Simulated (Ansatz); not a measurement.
# CdF2 (Fm-3m): phonons and vibrational spectra, part 3 of 3

Wanted: phonon frequencies of CdF2 (Fm-3m) and what follows from them.

Ansatz 0.2.0; DFT LDA, scalar-relativistic, plane waves, PAW.

So far. Step 3 (Relaxing to small forces for the phonons): The forces vanish by symmetry and the pressure is -0.002 GPa, within the tolerances set. The cell now holds 12.39 Å³/atom. Step 4 (Zone-centre response): Before it was imposed, the acoustic sum rule was missed by 5.0e-5 eV/Å² and the charge sum rule by 2.7e-5 e. Small misses are needed for a sound result but don't prove that mesh and cutoff are converged. The lowest optical mode is real, 237 cm⁻¹. The relaxed cell has a = 5.297 Å (conventional setting).

## Step 5: Phonons on a q mesh (continued)

The phonon density of states has structure finer than the step of the table below, so its rows give means over 20 cm⁻¹, whole bins alone (the curve runs from 2.5 to 412 cm⁻¹). Peaks (cm⁻¹: height): 92.5: 0.0428, 132.5: 0.0254, 172.5: 0.0483, 287.5: 0.0223, 322.5: 0.0330, 387.5: 0.0354.

Tetrahedra on a 20×20×20 mesh, mean over bins of 5 cm-1. Interpolated from a 4×4×4 q mesh. Table of phonon density of states by wavenumber; means over each step:

| wavenumber (cm⁻¹) | phonon density of states (1/cm⁻¹/cell) |
| --- | --- |
| 20 | 9.9e-4 |
| 40 | 0.00377 |
| 60 | 0.00897 |
| 80 | 0.0231 |
| 100 | 0.0398 |
| 120 | 0.0233 |
| 140 | 0.0170 |
| 160 | 0.0323 |
| 180 | 0.0388 |
| 200 | 0.0239 |
| 220 | 0.0221 |
| 240 | 0.0213 |
| 260 | 0.0188 |
| 280 | 0.0170 |
| 300 | 0.0201 |
| 320 | 0.0300 |
| 340 | 0.0304 |
| 360 | 0.0262 |
| 380 | 0.0214 |
| 400 | 0.0283 |

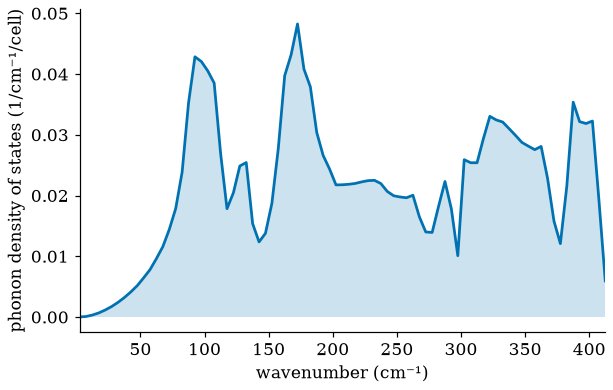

Phonon density of states against wavenumber.

The partial phonon density of states has structure finer than the step of the table below, so its rows give means over 50 cm⁻¹, whole bins alone (the curve runs from -10 to 436 cm⁻¹). Peaks (cm⁻¹: height): Cd 96.5: 0.0375, 172.2: 0.0297; F 130.2: 0.0118, 233.9: 0.0215, 323.6: 0.0331, 399.2: 0.0307.

Phonopy on the run's constants, 19x19x19 mesh, Gaussian sigma 3.2 cm-1. Interpolated from a 4×4×4 q mesh. Partial phonon density of states against wavenumber; means over each step; values in 1/cm⁻¹/cell:

| wavenumber (cm⁻¹) | Cd | F |
| --- | --- | --- |
| 50 | 0.00535 | 0.00143 |
| 100 | 0.0260 | 0.00453 |
| 150 | 0.0156 | 0.0110 |
| 200 | 0.00897 | 0.0182 |
| 250 | 0.00136 | 0.0184 |
| 300 | 7.7e-4 | 0.0213 |
| 350 | 7.3e-4 | 0.0269 |
| 400 | 1.0e-3 | 0.0182 |

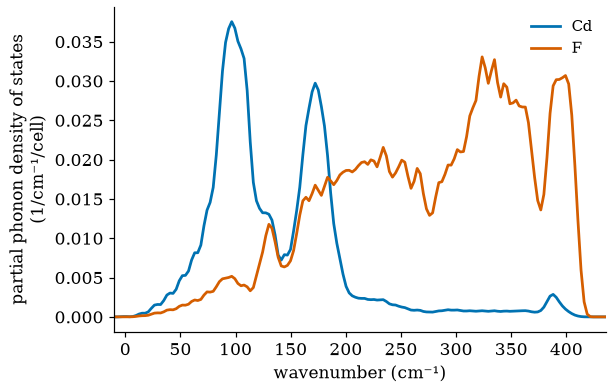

Partial phonon density of states against wavenumber.

Harmonic thermodynamic functions per atom, from the density of states. Interpolated from a 4×4×4 q mesh. Thermodynamic functions, by row:

| T (K) | F_vib (meV/atom) | S (J/mol-atom/K) | C_V (J/mol-atom/K) |
| --- | --- | --- | --- |
| 0 | 43.05 | 0 | 0 |
| 50 | 42.75 | 2.03 | 4.52 |
| 100 | 40.35 | 7.474 | 11.74 |
| 200 | 26.72 | 18.45 | 19.48 |
| 300 | 2.99 | 26.95 | 22.19 |
| 400 | -28.48 | 33.51 | 23.32 |
| 500 | -66.03 | 38.78 | 23.88 |
| 600 | -108.6 | 43.16 | 24.19 |
| 700 | -155.3 | 46.91 | 24.39 |
| 800 | -205.6 | 50.17 | 24.52 |
| 900 | -259.2 | 53.07 | 24.6 |
| 1000 | -315.5 | 55.66 | 24.67 |

Harmonic mean-square displacement, third of the trace. Interpolated from a 4×4×4 q mesh. Mean square displacements, by row:

| T (K) | Cd1 U_eq (Å²) | F2 U_eq (Å²) | F3 U_eq (Å²) |
| --- | --- | --- | --- |
| 0 | 0.00134 | 0.00375 | 0.00375 |
| 100 | 0.00249 | 0.0048 | 0.0048 |
| 300 | 0.00658 | 0.00996 | 0.00996 |
| 600 | 0.01297 | 0.01889 | 0.01889 |

Symmetry leaves 8 wavevectors to solve. The lowest mode among them, the acoustic zeros apart, lies at q = (0, 0.25, 0.25) and is real, 61.4 cm⁻¹.

## Step 6: Isotope substitution

An isotope changes the mass and not the force constants, so no new electronic calculation is needed; the shifts show which modes move this element.

The same force constants with the mass of Cd changed from 112.414 to 115.905 u (phonopy, no LO-TO term). Both lists are sorted by frequency; levels can cross, so a row need not hold one and the same mode. Modes under 3 cm⁻¹ are left out. Isotope shifts, by row:

| q | rank | natural mass (cm⁻¹) | changed mass (cm⁻¹) |
| --- | --- | --- | --- |
| 0 0 0 | 4 | 236.9 | 236 |
| 0 0 0 | 5 | 236.9 | 236 |
| 0 0 0 | 6 | 236.9 | 236 |
| 0 0 0 | 7 | 318.8 | 318.8 |
| 0 0 0 | 8 | 318.8 | 318.8 |
| 0 0 0 | 9 | 318.8 | 318.8 |
| 0 0 0.25 | 1 | 63.95 | 63.14 |
| 0 0 0.25 | 2 | 63.95 | 63.14 |
| 0 0 0.25 | 3 | 125 | 123.4 |
| 0 0 0.25 | 4 | 248.5 | 247.9 |
| 0 0 0.25 | 5 | 248.5 | 247.9 |
| 0 0 0.25 | 6 | 311.5 | 311.4 |
| 0 0 0.25 | 7 | 311.5 | 311.4 |
| 0 0 0.25 | 8 | 312.8 | 312.7 |
| 0 0 0.25 | 9 | 378.6 | 377.7 |
| 0 0 -0.5 | 1 | 88.32 | 87.1 |
| 0 0 -0.5 | 2 | 88.32 | 87.1 |
| 0 0 -0.5 | 3 | 186.8 | 184 |
| 0 0 -0.5 | 4 | 266.2 | 266.2 |
| 0 0 -0.5 | 5 | 266.2 | 266.2 |
| 0 0 -0.5 | 6 | 298.7 | 298.3 |
| 0 0 -0.5 | 7 | 298.7 | 298.3 |
| 0 0 -0.5 | 8 | 307.1 | 307.1 |
| 0 0 -0.5 | 9 | 361.2 | 361.2 |
| 0 0.25 0.25 | 1 | 61.42 | 60.72 |
| 0 0.25 0.25 | 2 | 61.42 | 60.72 |
| 0 0.25 0.25 | 3 | 149.3 | 147.3 |
| 0 0.25 0.25 | 4 | 204.3 | 203.6 |
| 0 0.25 0.25 | 5 | 204.3 | 203.6 |
| 0 0.25 0.25 | 6 | 246.4 | 246.4 |
| 0 0.25 0.25 | 7 | 345.3 | 345.1 |
| 0 0.25 0.25 | 8 | 345.3 | 345.1 |
| 0 0.25 0.25 | 9 | 400.1 | 399.4 |

A mode of this element alone would shift by -1.52 %. The highest zone-centre frequency without the field goes from 318.8 to 318.8 cm⁻¹ (+0.0 %). The product of the frequency ratios over all optical modes at Γ is 0.989; the product rule, (m/m′)^(3k/2) (M′/M)^(3/2) with k = 1 such atoms and M the mass of the cell, gives 0.989.

## Step 7: What came out

* space group after relaxation (within 0.01 Å): Fm-3m
* volume per atom: 12.4 Å³
* gap on the k-mesh: 2.99 eV
* highest optical mode at the zone centre (no LO-TO term): 319 cm⁻¹
* top of the zone-centre spectrum with the field: 390 cm⁻¹
* lowest optical zone-centre mode: 237 cm⁻¹
* mean high-frequency dielectric constant: 2.93
* mean static dielectric constant: 7.95
* largest Born charge (third of the trace): 2.46 e
* lowest mode on the q mesh (acoustic modes at Γ apart): 61.4 cm⁻¹
* highest frequency on the path or at a solved wavevector: 414 cm⁻¹
* zero-point energy per atom: 43.0 meV
* heat capacity at 300 K: 22.2 J/(mol atoms K)
* vibrational entropy at 300 K: 27.0 J/(mol atoms K)
* Debye temperature (second moment): 472 K
* imaginary modes on the 4×4×4 q mesh: none

What this shows: The structure is a minimum as far as tested: no mode is imaginary at the 8 irreducible wavevectors of the 4×4×4 mesh, and the softest away from the acoustic zeros lies at 61 cm⁻¹. Without the field, the optical modes at Γ span 237 to 319 cm⁻¹. The highest mode in this list at Γ, 318.8 cm⁻¹, is mostly motion of F (100 % of the kinetic energy). With the macroscopic field of the longitudinal modes the top of the zone-centre spectrum lies at 390 cm⁻¹, against 319 cm⁻¹ without it. Lattice motion raises the mean dielectric constant from 2.934 to 7.954. The strongest infrared line is at 237 cm⁻¹. Averaged over orientations, the strongest Raman line at 532 nm and 300 K is at 319 cm⁻¹. The program warns that the interpolation holds no quadrupole term, so branches close to Γ can be off in this crystal. These are harmonic frequencies at zero temperature: anharmonic shifts, linewidths and thermal expansion are left out.

[Hosts, paths, dates, database ids (printed as entryN), source tags and the programs' standing remarks are cut or masked in the printed files.]
